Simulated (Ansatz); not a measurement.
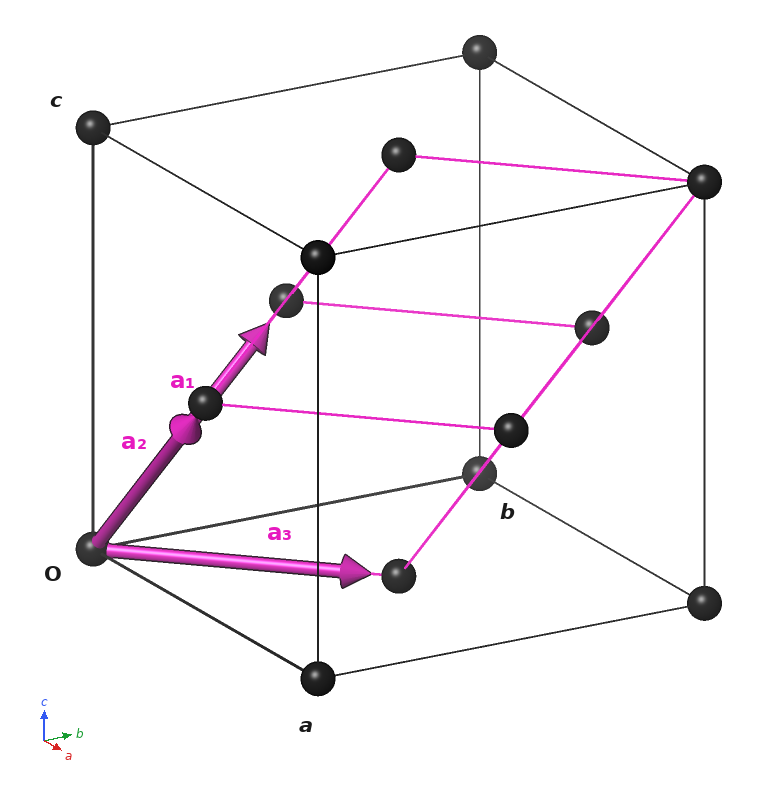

The conventional cell (thin) and a primitive cell (coloured, vectors a₁, a₂, a₃), with the lattice points alone. Crystal: ZrO2, the geometry relaxed with DFT, PBE, plane waves, PAW (Ansatz 0.2.0). Geometry calculated from the standardised cell; symmetry tolerance 0.002 Å.

a = 5.116 Å, b = 5.116 Å, c = 5.116 Å, α = 90.00°, β = 90.00°, γ = 90.00°.

> What is the centring, and how are the primitive vectors built?

F, face-centred cubic, with lattice points at (0, 0, 0), (1/2, 1/2, 0), (1/2, 0, 1/2), (0, 1/2, 1/2). a₁ = 1/2 b + 1/2 c; a₂ = 1/2 a + 1/2 c; a₃ = 1/2 a + 1/2 b.

> Give the primitive cell's size and content.

Edges 3.617, 3.617, 3.617 Å; angles 60.00°, 60.00°, 60.00°; volume 33.47 Å³, 1/4 of the conventional cell; 3 of its 12 atoms.
